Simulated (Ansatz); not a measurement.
**Two runs on ZnAu**

System: ZnAu (Pm-3m, 2 atoms in the cell).
Method of the first run: DFT PBEsol, scalar-relativistic, plane waves, PAW, no spin polarisation (Ansatz 0.2.0).

The structure derives from an entry of the Crystallography Open Database. Text and figures count atoms from 1; the logs count them from 0 in places.

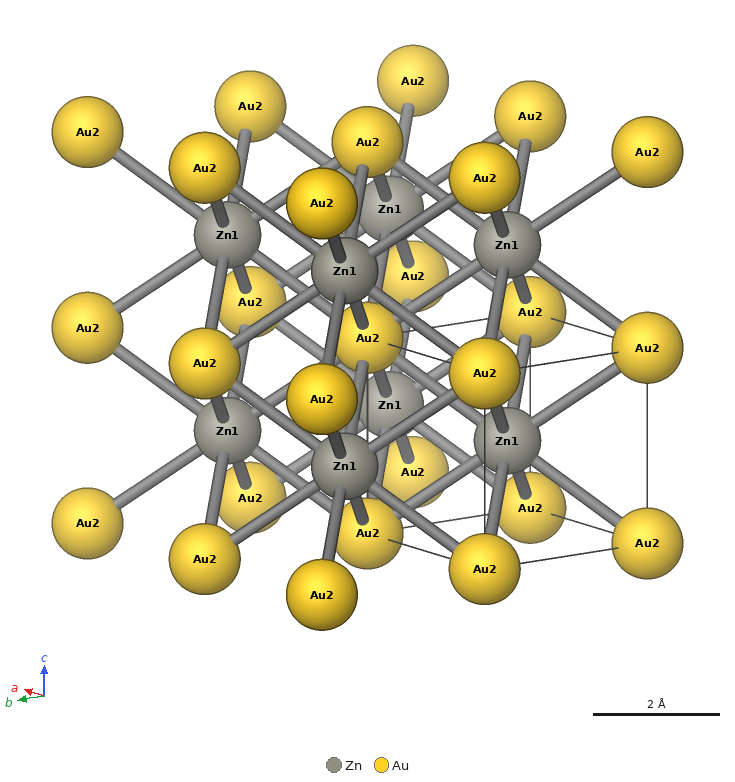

Figure 1. The structure (ball-and-stick view of the cell of the calculation, repeated 2 × 2 × 2, seen at an oblique angle; atoms are numbered from 1 in the order of the input).

**Input file, the first run**
```yaml
crystal:
  lattice:
    - [3.18618015, 0.0, 0.0]
    - [0.0, 3.18618015, 0.0]
    - [0.0, 0.0, 3.18618015]
  atoms:
    - { symbol: Zn, position: [0.5, 0.5, 0.5] }
    - { symbol: Au, position: [0.0, 0.0, 0.0] }
basis:
  ecutwfc: 420
kpoints:
  mp_grid: { grid: [14, 14, 14] }
hamiltonian:
  xc: pbesol
scf:
  occupations: { method: gaussian, width: 0.1 }
output:
  forces: true
  stress: true
  eigenvalues: true
  populations: true
```

Launched with:
```bash
ansatz run input.yaml --threads 1 --pin off --max-ram 1331MiB --backend cpu --events-out ev --progress --plain --runs-dir out
```

Hardware: 1 thread of an x86-64 CPU, shared host.

**Output, shortened to warnings, some set-up lines, iterations and results (the first run)**
```
Basis set: ecut = 420 eV, 619 PW (Γ), exchange–correlation on 48×48×48 points (8 copies of the dense FFT grid, shifted against one another)
Symmetry: 48 space group operations
k-points: 120 of 2744
Initial density: superposition of atomic densities (neutral atoms: chi_scale 0, normalization atom), corrected by the library's trained network
[...]
SCF iter   1: F=—  HF=-16288.412473 eV  |F-HF|=—  |Δ(HF+E_count)|=         —  Δρ=4.90e-3  dr2=4.99e-3  ethr=1.77e-3  ⟨swp⟩=5.2  Hψ=10038  notcnv=0
SCF iter   2: F=—  HF=-16288.412160 eV  |F-HF|=—  |Δ(HF+E_count)|=   3.13e-4  Δρ=1.40e-3  dr2=4.87e-4  ethr=1.61e-5  ⟨swp⟩=2.0  Hψ=4623  notcnv=0
SCF iter   3: F=—  HF=-16288.412005 eV  |F-HF|=—  |Δ(HF+E_count)|=   1.55e-4  Δρ=1.22e-3  dr2=3.71e-4  ethr=1.57e-6  ⟨swp⟩=2.0  Hψ=3735  notcnv=0
SCF iter   4: F=—  HF=-16288.411907 eV  |F-HF|=—  |Δ(HF+E_count)|=   9.86e-5  Δρ=3.66e-4  dr2=1.94e-5  ethr=1.20e-6  ⟨swp⟩=2.0  Hψ=3603  notcnv=0
SCF iter   5: F=—  HF=-16288.411895 eV  |F-HF|=—  |Δ(HF+E_count)|=   1.18e-5  Δρ=7.92e-5  dr2=4.90e-7  ethr=6.27e-8  ⟨swp⟩=2.0  Hψ=3723  notcnv=0
SCF iter   6: F=-16288.411896 eV  HF=-16288.411896 eV  |F-HF|=6.25e-9  |Δ(HF+E_count)|=   8.22e-7  Δρ=1.23e-5  dr2=1.19e-8  ethr=3.23e-10  ⟨swp⟩=6.2  Hψ=10861  notcnv=0
SCF 1 converged in 6 iterations: F = -16288.411896 eV  dr2 = 1.19e-8
SCF converged after 6 iterations
Free energy (F): -16288.411896 eV
Harris-Foulkes:  -16288.411896 eV  (|F-HF|=6.25e-9)
Internal energy: -16288.408179 eV  (E = F + TS)
E sigma→0 (E₀):  -16288.410038 eV
Entropy (-TS):   -0.003716 eV (-1.858 meV/atom)
Fermi energy:    16.037744 eV
--- Per-component energies (eV) ---
  E_band       = -193.140712
  E_kinetic    = 734.989852
  E_local      = -3333.260201  (includes V_loc(G=0)·N_el)
  E_nonlocal   = 690.899953
  E_hartree    = 1400.227339
  E_xc         = -362.408581
  E_vxc        = -327.332179  (∫ρ·V_xc dr)
  E_paw        = -11355.846685  (= ΣΔE_a)
  E_vpaw       = -758.893533  (= ΣTr[D̂ρ^β])
  E_aug_tail   = 0.000966  (compensation charges beyond the density's cutoff)
  E_ewald      = -4064.117657
  E_core_change = 1.106834  (= ΣΔE_core)
  E_smearing   = -0.003716  (= −TS)
  E_closure    = -0.000000  (closes the sum)
  Σ components = -16288.411896   (vs F -16288.411896, Δ=0.00e0)
--- Forces (eV/Å), atoms counted from 1 ---
  atom   1  Zn     0.00000000    -0.00000000    -0.00000000
  atom   2  Au     0.00000000    -0.00000000     0.00000000
  max |Σ_I F_I| component: 2.58e-29 eV/Å
--- Stress (GPa, compression-positive) ---
       -6.735179       0.000000       0.000000
        0.000000      -6.735179      -0.000000
        0.000000       0.000000      -6.735179
  P = ⅓ Tr σ = -6.7352 GPa (-67.352 kbar)
--- Löwdin populations: 2 sites ---
  site symbol       q [e]
     0     Zn     11.1746
     1     Au     19.1667
  spilling = 0.021251 (of n_electrons = 31.000000)
```

The input of the second run differs as follows (lines with − go, lines with + come):
```diff
-    - [3.18618015, 0.0, 0.0]
-    - [0.0, 3.18618015, 0.0]
-    - [0.0, 0.0, 3.18618015]
+    - [3.11345298, 0.0, 0.0]
+    - [0.0, 3.11345298, 0.0]
+    - [0.0, 0.0, 3.11345298]
-  xc: pbesol
+  xc: pbe
```

What does this change do to the results?

The total energies belong to different methods, so their difference says nothing on which is more stable or more accurate. The pressure goes from −6.74 to 9.80 GPa. The volume per atom goes from 16.17 to 15.09 Å³. The functional changes from PBEsol to PBE. The number of SCF iterations is the same.

**Output, shortened to warnings, some set-up lines, iterations and results (the second run)**
```
Basis set: ecut = 420 eV, 619 PW (Γ), exchange–correlation on 48×48×48 points (8 copies of the dense FFT grid, shifted against one another)
Symmetry: 48 space group operations
k-points: 120 of 2744
Initial density: superposition of atomic densities (neutral atoms: chi_scale 0, normalization atom), corrected by the library's trained network
[...]
SCF iter   1: F=—  HF=-16468.717806 eV  |F-HF|=—  |Δ(HF+E_count)|=         —  Δρ=1.94e-3  dr2=1.01e-3  ethr=1.77e-3  ⟨swp⟩=5.0  Hψ=10088  notcnv=0
SCF iter   2: F=—  HF=-16468.718747 eV  |F-HF|=—  |Δ(HF+E_count)|=   9.41e-4  Δρ=9.54e-4  dr2=1.71e-4  ethr=3.26e-6  ⟨swp⟩=2.1  Hψ=4806  notcnv=0
SCF iter   3: F=—  HF=-16468.718796 eV  |F-HF|=—  |Δ(HF+E_count)|=   4.88e-5  Δρ=2.41e-4  dr2=7.67e-6  ethr=5.53e-7  ⟨swp⟩=2.0  Hψ=2996  notcnv=0
SCF iter   4: F=—  HF=-16468.718794 eV  |F-HF|=—  |Δ(HF+E_count)|=   2.29e-6  Δρ=2.22e-4  dr2=9.16e-6  ethr=2.47e-8  ⟨swp⟩=2.0  Hψ=3879  notcnv=0
SCF iter   5: F=—  HF=-16468.718790 eV  |F-HF|=—  |Δ(HF+E_count)|=   3.65e-6  Δρ=3.02e-5  dr2=3.39e-7  ethr=2.47e-8  ⟨swp⟩=2.0  Hψ=3679  notcnv=0
SCF iter   6: F=-16468.718790 eV  HF=-16468.718790 eV  |F-HF|=4.54e-9  |Δ(HF+E_count)|=   5.68e-8  Δρ=5.47e-6  dr2=9.50e-9  ethr=3.23e-10  ⟨swp⟩=5.6  Hψ=9969  notcnv=0
SCF 1 converged in 6 iterations: F = -16468.718790 eV  dr2 = 9.50e-9
SCF converged after 6 iterations
Free energy (F): -16468.718790 eV
Harris-Foulkes:  -16468.718790 eV  (|F-HF|=4.54e-9)
Internal energy: -16468.715039 eV  (E = F + TS)
E sigma→0 (E₀):  -16468.716915 eV
Entropy (-TS):   -0.003751 eV (-1.875 meV/atom)
Fermi energy:    17.807502 eV
--- Per-component energies (eV) ---
  E_band       = -147.260656
  E_kinetic    = 737.574549
  E_local      = -3181.059756  (includes V_loc(G=0)·N_el)
  E_nonlocal   = 685.656242
  E_hartree    = 1348.163085
  E_xc         = -366.872167
  E_vxc        = -329.516755  (∫ρ·V_xc dr)
  E_paw        = -11533.126570  (= ΣΔE_a)
  E_vpaw       = -756.243837  (= ΣTr[D̂ρ^β])
  E_aug_tail   = 0.000988  (compensation charges beyond the density's cutoff)
  E_ewald      = -4159.051410
  E_smearing   = -0.003751  (= −TS)
  E_closure    = -0.000000  (closes the sum)
  Σ components = -16468.718790   (vs F -16468.718790, Δ=0.00e0)
--- Forces (eV/Å), atoms counted from 1 ---
  atom   1  Zn     0.00000000     0.00000000     0.00000000
  atom   2  Au    -0.00000000     0.00000000    -0.00000000
  max |Σ_I F_I| component: 7.14e-29 eV/Å
--- Stress (GPa, compression-positive) ---
        9.804791       0.000000       0.000000
        0.000000       9.804791       0.000000
        0.000000       0.000000       9.804791
  P = ⅓ Tr σ = 9.8048 GPa (98.048 kbar)
--- Löwdin populations: 2 sites ---
  site symbol       q [e]
     0     Zn     11.1597
     1     Au     19.1574
  spilling = 0.022028 (of n_electrons = 31.000000)
```

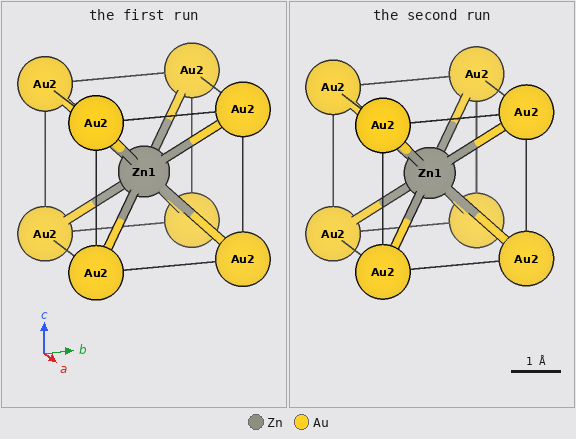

Figure 2. The two input geometries at one scale (ball-and-stick view of the cell of the calculation, seen slightly off an axis). The atoms keep their places relative to the cell (all moves are under 0.005 Å). The drawn cell changes as follows: a = b = c 3.186 → 3.113 Å (−2.3 %); the volume changes by −6.7 %. Among the contacts that change: Zn1–Au2 2.759 → 2.696 Å.

**The two runs side by side**

| quantity | the first run | the second run |
| --- | --- | --- |
| outcome | converged | converged |
| free energy per atom (eV) | −8144.2059 | −8234.3594 |
| energy per atom, smearing taken to zero (eV) | −8144.2050 | −8234.3585 |
| gap on the mesh (eV) | 0.00 | 0.00 |
| pressure (GPa) | −6.74 | 9.80 |
| volume per atom (Å³) | 16.17 | 15.09 |
| largest force (eV/Å) | 0.000 | 0.000 |
| SCF iterations | 6 | 6 |
| irreducible k-points | 120 | 120 |
| plane waves at Γ | 619 | 619 |
| wall time (shared host) | 2.5 s | 2.3 s |

For both runs: Spin–orbit coupling is left out, which matters for Au. For the first run: The cell is under a tension of 6.7 GPa at this level, so it is not at its equilibrium volume. For the second run: The cell is under a pressure of 9.8 GPa at this level, so it is not at its equilibrium volume.
